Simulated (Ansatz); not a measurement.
Here is a crystal structure:

Space group Fm-3m (No. 225). a = 4.248 Å, b = 4.248 Å, c = 4.248 Å, α = 90.00°, β = 90.00°, γ = 90.00°
```csv
atom,site,symmetry,x,y,z
Co,4a,m-3m,0.0000,0.0000,0.0000
O,4b,m-3m,0.5000,0.0000,0.0000
```

> Work out the structure from the coordinates.

Its composition is CoO. Space group: Fm-3m (No. 225). Lattice: face-centred cubic. The structure type is rock salt (NaCl type). The cell has 8 atoms, namely 4 Co, 4 O. The polyhedra are CoO6 octahedra; they share corners and edges. Each Co has six O in an octahedral arrangement at 2.12 Å. The O atoms are each bonded to six Co in an octahedral arrangement at 2.12 Å. The bonds build a three-dimensional framework.

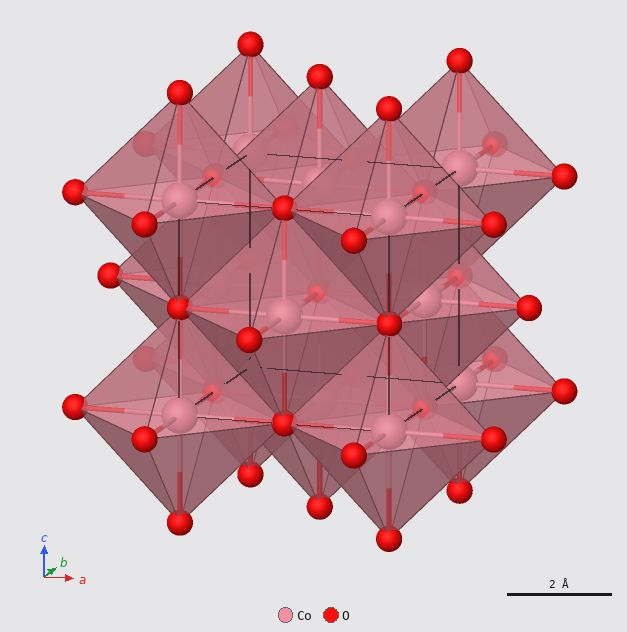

Structure drawing (polyhedral), viewed slightly off an axis. The lines enclose the conventional unit cell; boundary atoms appear with their images. Some atoms of the next cells are drawn as well. Colours: cobalt pink, oxygen red.

The cell started as a structure listed in the Materials Project, with elements exchanged, so it need not be a known form of the compound. The geometry was optimised with Ansatz, DFT PBE, scalar-relativistic, plane waves, PAW.
